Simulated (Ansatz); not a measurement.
**Ni: one cell, many SCF starts**

Is Ni magnetic at this level, in which order, and do all starts find it? Single-point runs from several starts follow. System: Ni, its experimental structure (space group Fm-3m, primitive cell doubled); the cell holds 2 atoms. Source: COD entry 9012989; the sample's temperature and pressure aren't taken into account.

Method: DFT PBE, PAW, plane waves, scalar-relativistic, in Ansatz 0.2.0.

## Step 1: Starting point

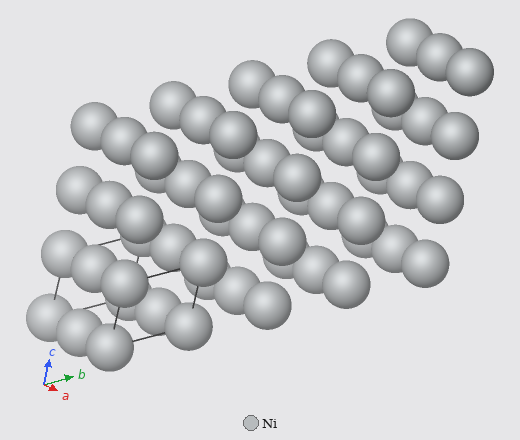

Start, viewed slightly off an axis; nickel light grey. 1×4×3 cells are drawn. Atoms on the faces are drawn again on the opposite ones.

Coordinates:

```xyz
2
Lattice="0.0000 3.5360 3.5360 1.7680 0.0000 1.7680 1.7680 1.7680 0.0000" Properties=species:S:1:pos:R:3 pbc="T T T"
Ni    0.0000    0.0000    0.0000
Ni    0.0000    1.7680    1.7680
```

In tables a label like Ni2 counts atoms in the order of input.yaml; a structure file may count by element.

First come: parallel moments, plain SCF; opposed moments +-, plain SCF; no spin polarisation; spin on, no moments given (the program may seed its own), plain SCF. What is tried next depends on their ends.

A plain SCF has the search for lower states switched off and ends at the first converged state. Ends within 0.2 meV/atom and 0.1 μB count as one state.

Site moments are integrals over atomic spheres and don't add up to the total.

## Step 2: Parallel moments, plain SCF

input.yaml

```yaml
crystal:
  lattice:
    - [0.0, 3.536, 3.536]
    - [1.768, 0.0, 1.768]
    - [1.768, 1.768, 0.0]
  atoms:
    - { symbol: Ni, position: [0.0, 0.0, 0.0], spin: 2.0 }
    - { symbol: Ni, position: [0.5, 0.0, 0.0], spin: 2.0 }
magnetization:
  spin_polarized: true
hamiltonian:
  xc: pbe
  pseudopotentials: { kind: paw }
basis:
  ecutwfc: 420
kpoints:
  mp_grid: { grid: [7, 14, 14] }
scf:
  occupations: { method: gaussian, width: 0.1 }
  lower_state_search: "off"
output:
  forces: true
  stress: true
```

Output (excerpt; [...] marks lines left out):

```text
[...]
Pseudopotentials: kind: paw
Pseudopotential: Ni, paw, valence charge 18, recommended cutoff 420 eV (normal), Ni.paw.azcp
Functional definition: PBE
[...]
Crystal: 2 atoms, lattice volume = 22.106 Å³
Basis set: ecut = 420 eV, 409 PW (Γ), exchange–correlation on 72×36×36 points (8 copies of the dense FFT grid, shifted against one another)
Bands: 24, of which v1, the nominal top of the filled ones, is band 18 counted from 1 (17 counted from 0)
Symmetry: 24 space group operations
Space group: Fm-3m (ITA 225), of the structure as read, at distance tolerance 2.8e-5 Å
Magnetic group: BNS 225.116 (UNI 1618), of the structure as read, at distance tolerance 2.8e-5 Å
k-points: 144 of 1372
[...]
Starting moments: Σ|m| = 4 μB on 2 of 2 sites
[...]
SCF iter   1: F=—  HF=-11678.893833 eV  |F-HF|=—  |Δ(HF+E_count)|=         —  Δρ=1.25e-1 (↑1.13e-1 ↓1.25e-1)  dr2=2.18e-2  dr2_m=2.84e0  M=1.905 μB ∫|m|=2.108 μB  β_m=0.30  ethr=6.07e-5  ⟨swp⟩=1.1  Hψ=34215  notcnv=0
[...]
spin-set hold released at iteration 1 (the charge has settled, or the pull on large starting moments outlasts its swing): the magnetisation degrees of freedom join the quasi-Newton model from the next iteration; the mixer history was flushed
[...]
SCF iter  10: F=-11679.440834 eV  HF=-11679.440834 eV  |F-HF|=1.21e-9  |Δ(HF+E_count)|=   2.63e-8  Δρ=4.30e-6 (↑1.55e-6 ↓4.30e-6)  dr2=1.39e-9  dr2_m=4.34e-10  M=1.261 μB ∫|m|=1.457 μB  ethr=3.44e-12  ⟨swp⟩=1.6  Hψ=20866  notcnv=0
[...]
SCF converged after 10 iterations
Magnetization: 1.2610 μB (18.6305 up, 17.3695 down)
Absolute magnetization: 1.4587 μB (∫|ρ↑−ρ↓|, with the PAW one-centre terms)
Spin contamination: 0.0150 ħ² per cell (⟨S²⟩ above its minimum at these occupations)
Per-site moments (μB) at R_I (Å): [(0.6717975733617653, 1.0313859510386982), (0.6717975733617653, 1.0313859510386982)]
Free energy (F): -11679.440834 eV
[...]
E sigma→0 (E₀):  -11679.430704 eV
Entropy (-TS):   -0.020259 eV (-10.130 meV/atom)
Fermi energy:    17.833120 eV
[...]
--- Forces (eV/Å), atoms counted from 1 ---
  atom   1  Ni     0.00000000    -0.00000000    -0.00000000
  atom   2  Ni    -0.00000000     0.00000000    -0.00000000
[...]
--- Stress (GPa, compression-positive) ---
       -2.824545      -0.000087      -0.000087
       -0.000087      -2.824545       0.000087
       -0.000087       0.000087      -2.824545
  P = ⅓ Tr σ = -2.8245 GPa (-28.245 kbar)
```

Wall time 4.5 s (2 threads of an x86-64 CPU, shared host); peak memory 0.47 GiB.

Result: ferromagnetic, site moments Ni1 0.67, Ni2 0.67 μB, total 1.26 μB per cell, no gap on the k-mesh.

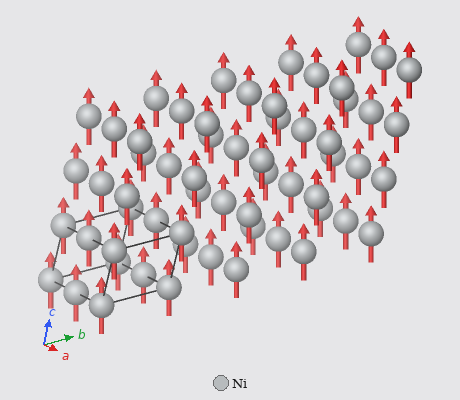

The moments of this state as arrows, longer for larger moments (red one way, blue the other). Without spin-orbit coupling their common direction is free.

## Step 3: Opposed moments +-, plain SCF

input.yaml, as its differences from that of step 2:

```diff
@@ -7,3 +7,3 @@
     - { symbol: Ni, position: [0.0, 0.0, 0.0], spin: 2.0 }
-    - { symbol: Ni, position: [0.5, 0.0, 0.0], spin: 2.0 }
+    - { symbol: Ni, position: [0.5, 0.0, 0.0], spin: -2.0 }
 magnetization:
```

Output (excerpt; [...] marks lines left out):

```text
[... 11 lines as in an earlier run ...]
Symmetry: 12 space group operations
Space group: R-3m (ITA 166), of the structure as read, at distance tolerance 2.8e-5 Å
Magnetic group: BNS 166.102 (UNI 1332), of the structure as read, at distance tolerance 2.8e-5 Å
[... 5 lines as in an earlier run ...]
Starting moments: Σ|m| = 4 μB on 2 of 2 sites
Starting magnetic order: antiferromagnet; a translation exchanges its spin sublattices: spin-degenerate at every k-point
[... 2 lines as in an earlier run ...]
spin-down is spin-up translated by (0.5, 0, 0): one eigenproblem is solved per k-point and the antiferromagnetic symmetry of the starting moments is kept exactly by this SCF (crystal.symmetry.spin_inversion_symmetry: false solves both channels; [...]
SCF converged after 12 iterations
Magnetization: 0.0000 μB (18.0000 up, 18.0000 down)
Absolute magnetization: 0.6037 μB (∫|ρ↑−ρ↓|, with the PAW one-centre terms)
Spin contamination: 0.2315 ħ² per cell (⟨S²⟩ above its minimum at these occupations)
Per-site moments (μB) at R_I (Å): [(0.294068779230592, 1.0313859510386982), (-0.294068779230592, 1.0313859510386982)]
Free energy (F): -11679.340397 eV
[...]
E sigma→0 (E₀):  -11679.324584 eV
Entropy (-TS):   -0.031625 eV (-15.813 meV/atom)
Fermi energy:    17.631845 eV
[...]
--- Forces (eV/Å), atoms counted from 1 ---
  atom   1  Ni     0.00000000    -0.00000000    -0.00000000
  atom   2  Ni     0.00000000     0.00000000     0.00000000
[...]
--- Stress (GPa, compression-positive) ---
       -3.612378      -0.202075      -0.202075
       -0.202075      -3.612378       0.202075
       -0.202075       0.202075      -3.612378
  P = ⅓ Tr σ = -3.6124 GPa (-36.124 kbar)
```

Wall time 2.9 s (2 threads of an x86-64 CPU, shared host); peak memory 0.48 GiB.

The state reached is antiferromagnetic (magnetic neighbours of Ni1 with a moment over 0.3 of its own that point the other way: 6 of 12 at 2.50 Å, 6 of 6 at 3.54 Å), site moments Ni1 0.29, Ni2 -0.29 μB, total 0.00 μB per cell, no gap on the k-mesh. Against step 2, the lowest until now, it is 50.2 meV/atom higher.

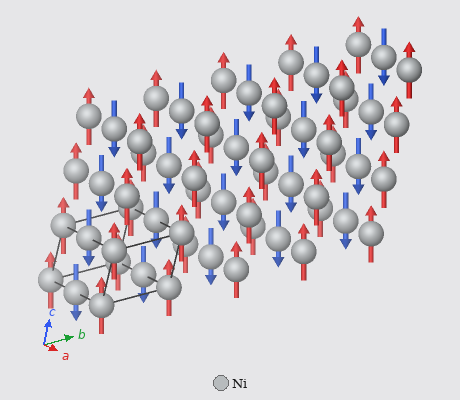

Arrows show the site moments: red and blue are opposite signs, and length grows with size. The axis is drawn upright for the eye.

## Step 4: No spin polarisation

input.yaml, as its differences from that of step 3:

```diff
@@ -6,6 +6,4 @@
   atoms:
-    - { symbol: Ni, position: [0.0, 0.0, 0.0], spin: 2.0 }
-    - { symbol: Ni, position: [0.5, 0.0, 0.0], spin: -2.0 }
-magnetization:
-  spin_polarized: true
+    - { symbol: Ni, position: [0.0, 0.0, 0.0] }
+    - { symbol: Ni, position: [0.5, 0.0, 0.0] }
 hamiltonian:
```

Output (excerpt; [...] marks lines left out):

```text
[... 10 lines as in an earlier run ...]
Bands: 22, of which v1, the nominal top of the filled ones, is band 18 counted from 1 (17 counted from 0)
[... 6 lines as in an earlier run ...]
[...]
[... 2 lines as in an earlier run ...]
SCF iter   1: F=—  HF=-11679.334211 eV  |F-HF|=—  |Δ(HF+E_count)|=         —  Δρ=4.65e-3  dr2=1.38e-3  ethr=1.77e-3  ⟨swp⟩=4.5  Hψ=11496  notcnv=0
[...]
SCF iter   6: F=-11679.334236 eV  HF=-11679.334236 eV  |F-HF|=6.77e-9  |Δ(HF+E_count)|=   3.53e-9  Δρ=1.25e-5  dr2=6.66e-9  ethr=5.81e-11  ⟨swp⟩=2.1  Hψ=11130  notcnv=0
[...]
SCF converged after 6 iterations
Free energy (F): -11679.334236 eV
[...]
E sigma→0 (E₀):  -11679.312852 eV
Entropy (-TS):   -0.042768 eV (-21.384 meV/atom)
Fermi energy:    17.606745 eV
[...]
--- Forces (eV/Å), atoms counted from 1 ---
  atom   1  Ni     0.00000000    -0.00000000    -0.00000000
  atom   2  Ni     0.00000000    -0.00000000     0.00000000
[...]
--- Stress (GPa, compression-positive) ---
       -4.015742      -0.000303      -0.000303
       -0.000303      -4.015742       0.000303
       -0.000303       0.000303      -4.015742
  P = ⅓ Tr σ = -4.0157 GPa (-40.157 kbar)
```

It took 1.5 s on 2 threads of an x86-64 CPU, shared host; peak memory 0.46 GiB.

Result: non-magnetic (no spin polarisation), no gap on the k-mesh. It lies 53.3 meV/atom above the lowest state so far (step 2).

## Step 5: Spin on, no moments given (the program may seed its own), plain SCF

input.yaml, as its differences from that of step 4:

```diff
@@ -21 +21,3 @@
   stress: true
+magnetization:
+  spin_polarized: true
```

Output (excerpt; [...] marks lines left out):

```text
band count auto-derived: 24 (N_el = 36.0; filled up to band 18; 22 by the electrons, moments and atoms)
[... 20 lines as in an earlier run ...]
[...]
SCF iter   1: F=—  HF=-11678.129399 eV  |F-HF|=—  |Δ(HF+E_count)|=         —  Δρ=1.75e-1 (↑1.75e-1 ↓1.74e-1)  dr2=1.27e-2  dr2_m=6.17e0  M=2.500 μB ∫|m|=2.500 μB  ethr=3.92e-4  ⟨swp⟩=1.3  Hψ=17289  notcnv=0
[...]
SCF iter  12: F=-11679.440834 eV  HF=-11679.440834 eV  |F-HF|=0.00e0  |Δ(HF+E_count)|=   4.14e-9  Δρ=6.99e-7 (↑4.37e-7 ↓6.99e-7)  dr2=1.56e-11  dr2_m=5.08e-11  M=1.261 μB ∫|m|=1.457 μB  ethr=1.00e-12  ⟨swp⟩=1.1  Hψ=19778  notcnv=0
[...]
SCF converged after 12 iterations
Magnetization: 1.2610 μB (18.6305 up, 17.3695 down)
Absolute magnetization: 1.4587 μB (∫|ρ↑−ρ↓|, with the PAW one-centre terms)
Spin contamination: 0.0150 ħ² per cell (⟨S²⟩ above its minimum at these occupations)
Per-site moments (μB) at R_I (Å): [(0.6717963979938146, 1.0313859510386982), (0.6717963979938144, 1.0313859510386982)]
Free energy (F): -11679.440834 eV
[...]
E sigma→0 (E₀):  -11679.430704 eV
Entropy (-TS):   -0.020259 eV (-10.130 meV/atom)
Fermi energy:    17.833123 eV
[... 24 lines left out: energy terms, forces, stress ...]
```

Wall time 4.3 s (2 threads of an x86-64 CPU, shared host); peak memory 0.48 GiB.

The run ends in the same state as step 2 (ferromagnetic); it took 12 iterations.

## Step 6: Parallel moments scaled by 0.1, plain SCF

input.yaml, as its differences from that of step 5:

```diff
@@ -6,4 +6,6 @@
   atoms:
-    - { symbol: Ni, position: [0.0, 0.0, 0.0] }
-    - { symbol: Ni, position: [0.5, 0.0, 0.0] }
+    - { symbol: Ni, position: [0.0, 0.0, 0.0], spin: 0.2 }
+    - { symbol: Ni, position: [0.5, 0.0, 0.0], spin: 0.2 }
+magnetization:
+  spin_polarized: true
 hamiltonian:
@@ -21,3 +23 @@
   stress: true
-magnetization:
-  spin_polarized: true
```

Output (excerpt; [...] marks lines left out):

```text
[... 10 lines as in an earlier run ...]
Bands: 23, of which v1, the nominal top of the filled ones, is band 18 counted from 1 (17 counted from 0)
[... 8 lines as in an earlier run ...]
Starting moments: Σ|m| = 0.4 μB on 2 of 2 sites
[... 2 lines as in an earlier run ...]
[...]
SCF iter   1: F=—  HF=-11679.364241 eV  |F-HF|=—  |Δ(HF+E_count)|=         —  Δρ=4.81e-2 (↑4.81e-2 ↓1.89e-2)  dr2=1.44e-1  dr2_m=1.91e-1  M=0.716 μB ∫|m|=0.728 μB  β_m=1.00  ethr=4.00e-4  ⟨swp⟩=1.0  Hψ=32879  notcnv=0
[...]
spin-set hold released at iteration 5 (site moments contracting): the magnetisation degrees of freedom join the quasi-Newton model from the next iteration; the mixer history was flushed
[...]
SCF iter  13: F=-11679.440834 eV  HF=-11679.440834 eV  |F-HF|=6.73e-11  |Δ(HF+E_count)|=   9.98e-9  Δρ=4.72e-7 (↑4.72e-7 ↓4.69e-7)  dr2=3.40e-12  dr2_m=4.29e-11  M=1.261 μB ∫|m|=1.457 μB  ethr=5.09e-12  ⟨swp⟩=1.1  Hψ=19709  notcnv=0
[...]
SCF converged after 13 iterations
Magnetization: 1.2610 μB (18.6305 up, 17.3695 down)
Absolute magnetization: 1.4587 μB (∫|ρ↑−ρ↓|, with the PAW one-centre terms)
Spin contamination: 0.0150 ħ² per cell (⟨S²⟩ above its minimum at these occupations)
Per-site moments (μB) at R_I (Å): [(0.6718020285271391, 1.0313859510386982), (0.6718020285271389, 1.0313859510386982)]
Free energy (F): -11679.440834 eV
[...]
E sigma→0 (E₀):  -11679.430704 eV
Entropy (-TS):   -0.020259 eV (-10.130 meV/atom)
Fermi energy:    17.833123 eV
[... 24 lines left out: energy terms, forces, stress ...]
```

Wall time 4.8 s (2 threads of an x86-64 CPU, shared host); peak memory 0.48 GiB.

The run ends in the same state as step 2 (ferromagnetic); it took 13 iterations.

(Part 1 of 2 ends here.)
